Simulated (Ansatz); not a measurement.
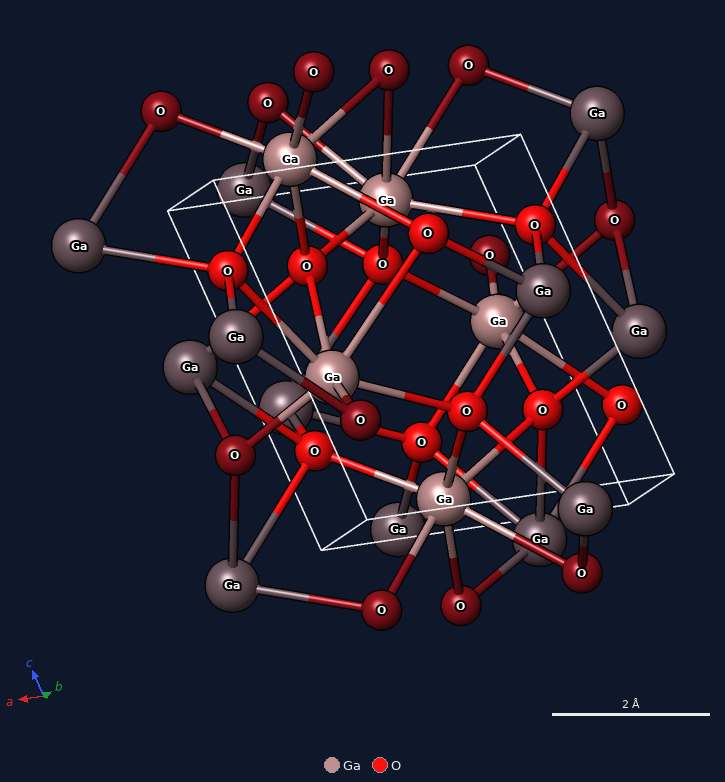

**Figure 1.** The input geometry (ball-and-stick view of the cell of the calculation, set on other vectors, seen at an oblique angle; neighbours outside the cell are drawn fainter). An atom can appear more than once, as a periodic image.

**Run report: Ga₂O₃, single-point calculation**

- system: Ga₂O₃ (P1, 10 atoms in the cell)
- method: DFT r2SCAN, scalar-relativistic, plane waves, PAW, no spin polarisation (Ansatz 0.2.0)

The structure derives from an entry of the Crystallography Open Database. It belongs to a series of runs on one base structure; here: all O atoms moved 0.2 A in one direction. Figures and captions count atoms from 1; the log counts them from 0 in places.

**Input file**
```yaml
crystal:
  lattice:
    - [2.4923023535, 1.4389314347, 4.4806666158]
    - [-2.4923023535, 1.4389314347, 4.4806666158]
    - [0.0, -2.8778628693, 4.4806666158]
  atoms:
    - { symbol: Ga, position: [0.329100062, 0.3673651725, 0.3538991495] }
    - { symbol: Ga, position: [0.1182953654, 0.1565604759, 0.1430944529] }
    - { symbol: Ga, position: [0.6182953654, 0.6565604759, 0.6430944529] }
    - { symbol: Ga, position: [0.829100062, 0.8673651725, 0.8538991495] }
    - { symbol: O, position: [0.5711611027, 0.9383985386, 0.2510021325] }
    - { symbol: O, position: [0.2675348575, 0.545651029, 0.9473758873] }
    - { symbol: O, position: [0.9639086123, 0.2420247838, 0.5546283777] }
    - { symbol: O, position: [0.4639086123, 0.045651029, 0.7510021325] }
    - { symbol: O, position: [0.7675348575, 0.4383985386, 0.0546283777] }
    - { symbol: O, position: [0.0711611027, 0.7420247838, 0.4473758873] }
basis:
  ecutwfc: 500
kpoints:
  mp_grid: { grid: [6, 6, 6] }
hamiltonian:
  xc: r2scan
scf:
  occupations: { method: gaussian, width: 0.05 }
output:
  forces: true
  stress: true
  eigenvalues: true
```

Launched with:
```bash
ansatz run input.yaml --threads 2 --pin off --max-ram 5120MiB --backend cpu --events-out ev --progress --plain --runs-dir out
```

**What the program printed**
```
Engine: ansatz 0.2.0, x86_64-unknown-linux-gnu
Pseudopotentials: kind: paw
Pseudopotential: Ga, paw, valence charge 13, recommended cutoff 500 eV (meta_gga), Ga.paw.azcp
Pseudopotential: O, paw, valence charge 6, recommended cutoff 500 eV (meta_gga), O.paw.azcp
Functional definition: r2SCAN
  parameter k0 = 0.174
  parameter k1 = 0.065
  parameter a1 = 4.9479
  exchange = r2scan_x(k0 = k0, k1 = k1, a1 = a1)
  correlation = r2scan_c
Crystal: 10 atoms, lattice volume = 96.413 Å³
Basis set: ecut = 500 eV, 2429 PW (Γ), exchange–correlation on 160×160×160 points (64 copies of the dense FFT grid, shifted against one another)
Bands: 54, of which v1, the nominal top of the filled ones, is band 44 counted from 1 (43 counted from 0)
Symmetry: 1 space group operations
Space group: P1 (ITA 1), of the structure as read, at distance tolerance 4.6e-5 Å
k-points: 112 of 216 (time reversal used)
Non-local potential: Ga, projectors of the file, l = 0: 2, l = 1: 2, l = 2: 3, l = 3: 1
Non-local potential: O, projectors of the file, l = 0: 2, l = 1: 2, l = 2: 1
PAW form: soft (Blöchl's): semilocal exchange-correlation on the pseudo side does not see the compensation charge
PAW frozen core: Ga, regenerated for the run's functional (the file was generated under x = pbe(κ = 0.804, μ = 0.2195149727645171), c = pbe(β = 0.06672455060314922))
PAW frozen core: O, regenerated for the run's functional (the file was generated under x = pbe(κ = 0.804, μ = 0.2195149727645171), c = pbe(β = 0.06672455060314922))
PAW one-centre angular grid: Ga, 590 points (default); XC on 160 Gauss nodes
PAW one-centre angular grid: O, 302 points (default); XC on 160 Gauss nodes
Initial density: superposition of atomic densities (neutral atoms: chi_scale 0, normalization atom), corrected by the library's trained network
Initial wavefunctions: pseudopotential atomic-orbital guess
Functional: x = r2scan, c = r2scan; τ floored in thin density (d = 2e-4 eV/Å³)
SCF iter   1: F=—  HF=-18576.676981 eV  |F-HF|=—  |Δ(HF+E_count)|=         —  Δρ=1.47e-2  dr2=9.56e-2  dr2_τ=4.18e-1  ethr=1.77e-3  ⟨swp⟩=5.9  Hψ=22420  notcnv=0  defer=79
preconditioner: auto → Resta (q_TF=auto, 2.687 Å⁻¹)  ε∞=4.3  [insulator: Δε(μ)=3.465 eV  Ē_g=19.395 eV  σ=0.050 eV  W_gap=1.00  n_scr=26 (ndim 8)  ℏωp=35.5 eV  f_vac=0.015  D(μ)=0.00/eV (n_scr^D=0)  ε∞_Penn≈4.3]
SCF iter   2: F=—  HF=-18576.876838 eV  |F-HF|=—  |Δ(HF+E_count)|=   2.00e-1  Δρ=7.46e-3  dr2=3.04e-2  dr2_τ=1.10e-3  ethr=1.09e-4  ⟨swp⟩=2.2  Hψ=12624  notcnv=0  defer=516
SCF iter   3: F=—  HF=-18576.876461 eV  |F-HF|=—  |Δ(HF+E_count)|=   3.76e-4  Δρ=3.79e-3  dr2=4.52e-3  dr2_τ=6.35e-4  ethr=3.46e-5  ⟨swp⟩=3.0  Hψ=10969  notcnv=0  defer=292
automatic band count: iteration 3 solves 52 bands in place of 54: the levels show a gap, and the empty bands left out lie too high to hold charge; the band table lists the bands solved (type scf.n_extra_bands for more)
SCF iter   4: F=—  HF=-18576.875877 eV  |F-HF|=—  |Δ(HF+E_count)|=   5.84e-4  Δρ=6.19e-4  dr2=1.96e-4  dr2_τ=6.12e-5  ethr=5.14e-6  ⟨swp⟩=3.0  Hψ=12580  notcnv=0  defer=292
SCF iter   5: F=—  HF=-18576.875945 eV  |F-HF|=—  |Δ(HF+E_count)|=   6.76e-5  Δρ=1.49e-4  dr2=1.01e-5  dr2_τ=1.52e-6  ethr=2.23e-7  ⟨swp⟩=2.0  Hψ=10463  notcnv=0  defer=292
SCF iter   6: F=—  HF=-18576.875960 eV  |F-HF|=—  |Δ(HF+E_count)|=   1.47e-5  Δρ=2.28e-5  dr2=3.84e-7  dr2_τ=3.30e-8  ethr=1.15e-8  ⟨swp⟩=2.0  Hψ=10460  notcnv=0  defer=292
SCF iter   7: F=—  HF=-18576.875960 eV  |F-HF|=—  |Δ(HF+E_count)|=   1.81e-8  Δρ=1.18e-5  dr2=1.03e-7  dr2_τ=8.42e-9  ethr=1.14e-10  ⟨swp⟩=10.5  Hψ=28235  notcnv=0
SCF iter   8: F=-18576.875960 eV  HF=-18576.875960 eV  |F-HF|=1.40e-8  |Δ(HF+E_count)|=   2.66e-8  Δρ=4.95e-6  dr2=2.21e-8  dr2_τ=7.00e-10  ethr=1.14e-10  ⟨swp⟩=4.0  Hψ=20713  notcnv=0
SCF 1 converged in 8 iterations: F = -18576.875960 eV  dr2 = 2.21e-8
  greatest PAW one-centre occupation: 0.997 electrons in one spin orbital (limit 2), on the Ga atom at site 0 (counted from 0), in its partial waves of l = 2
SCF converged after 8 iterations
Free energy (F): -18576.875960 eV
Harris-Foulkes:  -18576.875960 eV  (|F-HF|=1.40e-8)
Internal energy: -18576.875960 eV  (E = F + TS)
E sigma→0 (E₀):  -18576.875960 eV
Fermi energy:    10.599419 eV
--- Per-component energies (eV) ---
  E_band       = -50.108594
  E_kinetic    = 1531.041726
  E_local      = -8572.620021  (includes V_loc(G=0)·N_el)
  E_nonlocal   = 2032.525916
  E_hartree    = 3885.561484
  E_xc         = -685.727701
  E_vxc        = -865.080633  (∫ρ·V_xc dr)
  E_paw        = -9020.708974  (= ΣΔE_a)
  E_vpaw       = -1998.366609  (= ΣTr[D̂ρ^β])
  E_aug_tail   = 0.005965  (compensation charges beyond the density's cutoff)
  E_vtau       = 51.257741  (kinetic-family band-sum trace: ∫τ·v_τ [+ j·A + Jᵃ·Aᵃ] dr)
  E_ewald      = -7744.150431
  E_core_change = -2.803925  (= ΣΔE_core)
  E_smearing   = -0.000000  (= −TS)
  E_closure    = 0.000000  (closes the sum)
  Σ components = -18576.875960   (vs F -18576.875960, Δ=0.00e0)
--- Forces (eV/Å), atoms counted from 1 ---
  atom   1  Ga     1.68835776     0.47725778     0.70930628
  atom   2  Ga     2.89419706    -0.14732939     1.07655900
  atom   3  Ga     1.60879964     0.64311493     0.86477021
  atom   4  Ga     1.55588210     0.18552849     0.92260715
  atom   5  O     -0.70618057     0.43511737    -0.22902636
  atom   6  O     -1.13132268    -0.95324425    -1.03105768
  atom   7  O     -0.83586907    -0.48493309    -0.46283803
  atom   8  O     -1.34356225    -0.04576453    -0.83795396
  atom   9  O     -2.74870115    -0.16726848    -1.35327064
  atom  10  O     -0.98169687     0.05751180     0.34089143
  max |Σ_I F_I| component: 9.61e-5 eV/Å
--- Stress (GPa, compression-positive) ---
        7.325829      -0.386956       4.481598
       -0.386955       4.096790       0.248347
        4.481597       0.248346       4.752268
  P = ⅓ Tr σ = 5.3916 GPa (53.916 kbar)
--- Band table (eV; the first three rows and the last of 112) ---
  k-point 0: bands = ["-11.1920", "-9.3852", "-9.3689", "-9.2742", "-9.1932", "-9.0617", "-4.2731", "-4.2118", "-4.1777", "-4.1661", "-4.0797", "-4.0243", "-4.0185", "-3.9986", "-3.9553", "-3.9320", "-3.9068", "-3.8963", "-3.8163", "-3.8041", "-3.7926", "-3.7845", "-3.6162", "-3.5826", "-2.9894", "-2.9676", "1.6072", "2.2821", "3.3951", "3.5705", "4.3627", "5.0319", "5.1241", "5.2502", "5.4542", "7.6999", "7.7545", "8.0310", "8.2141", "8.4194", "8.4318", "8.5872", "8.6212", "8.7183", "12.3375", "16.2565", "16.4633", "18.4685", "19.7775", "19.9351", "20.1601", "20.4935"]
  k-point 1: bands = ["-11.0713", "-9.4624", "-9.3774", "-9.3211", "-9.2053", "-9.0819", "-4.2852", "-4.1929", "-4.1656", "-4.1523", "-4.0852", "-4.0351", "-4.0185", "-3.9902", "-3.9735", "-3.9349", "-3.9102", "-3.8838", "-3.8199", "-3.8046", "-3.7897", "-3.7453", "-3.6490", "-3.5617", "-3.0956", "-3.0155", "1.7473", "2.2009", "3.2373", "3.9009", "4.1869", "4.9298", "5.4912", "5.8582", "6.0685", "7.0056", "7.6100", "7.7817", "8.0303", "8.1136", "8.2664", "8.3972", "8.6502", "8.7879", "13.1443", "16.1647", "16.7983", "18.1009", "19.0497", "19.5038", "20.4698", "20.8250"]
  k-point 2: bands = ["-10.7361", "-9.7801", "-9.3967", "-9.3609", "-9.2243", "-9.1129", "-4.2600", "-4.1833", "-4.1513", "-4.1200", "-4.0915", "-4.0509", "-4.0400", "-4.0050", "-3.9803", "-3.9512", "-3.8947", "-3.8723", "-3.8413", "-3.8017", "-3.7954", "-3.7199", "-3.6000", "-3.5274", "-3.3001", "-3.1412", "1.9744", "2.4431", "2.8492", "4.0884", "4.6787", "5.3658", "5.6511", "6.2137", "6.6823", "6.7633", "7.1159", "7.1591", "7.7121", "7.9139", "7.9946", "8.2095", "8.5775", "8.7826", "14.6366", "16.0566", "16.7311", "17.3042", "18.9220", "19.1749", "20.3384", "21.1418"]
  k-point 111: bands = ["-10.3633", "-10.3430", "-9.3554", "-9.3060", "-9.1680", "-9.1561", "-4.2169", "-4.2106", "-4.1651", "-4.1566", "-4.1214", "-4.1165", "-4.0076", "-4.0019", "-3.9914", "-3.9821", "-3.8454", "-3.8363", "-3.8256", "-3.8193", "-3.7531", "-3.7496", "-3.3956", "-3.3807", "-3.3612", "-3.3537", "2.6279", "2.6341", "4.2710", "4.2913", "4.8014", "4.9004", "4.9364", "5.0056", "6.2683", "6.2782", "7.2171", "7.2322", "7.3198", "7.3422", "8.4060", "8.4098", "8.6056", "8.6092", "15.3970", "15.4002", "17.4464", "17.4479", "19.0228", "19.0419", "21.0323", "21.0674"]
```

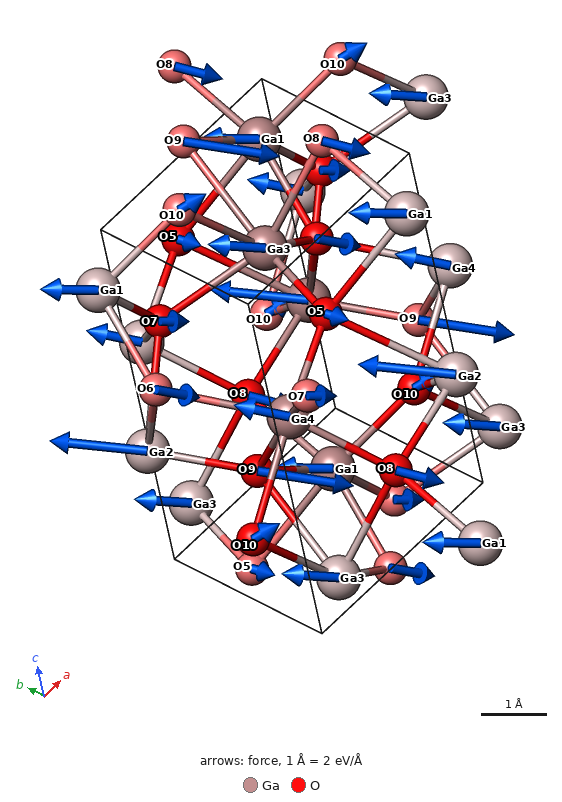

**Figure 2.** Forces on the atoms as blue arrows (ball-and-stick view of the cell of the calculation, set on other vectors, seen slightly off an axis; neighbours outside the cell are drawn fainter; atoms are numbered from 1 in the order of the input). The largest act on Ga2 (3.09 eV/Å); O9 (3.07 eV/Å); Ga3 (1.94 eV/Å); Ga1 (1.89 eV/Å), among others. The geometry is not a stationary point of this energy.

**Results in brief**

| quantity | value |
| --- | --- |
| outcome | converged |
| space group (tolerance 0.01 Å) | P1 (1) |
| electrons treated | 88 |
| free energy | −18576.8760 eV |
| Fermi energy | 10.599 eV |
| gap on the k-point mesh | 3.48 eV |
| pressure | 5.39 GPa |
| largest force (length of the vector) | 3.091 eV/Å |
| hardware | 2 threads of Intel Xeon @ 2.70GHz, 189 GiB of memory available, shared host |
| wall time | 64 s (CPU time 2 min) |
| peak memory | 0.93 GiB |

**Remarks**

The cell is under a pressure of 5.4 GPa at this level, so it is not at its equilibrium volume.
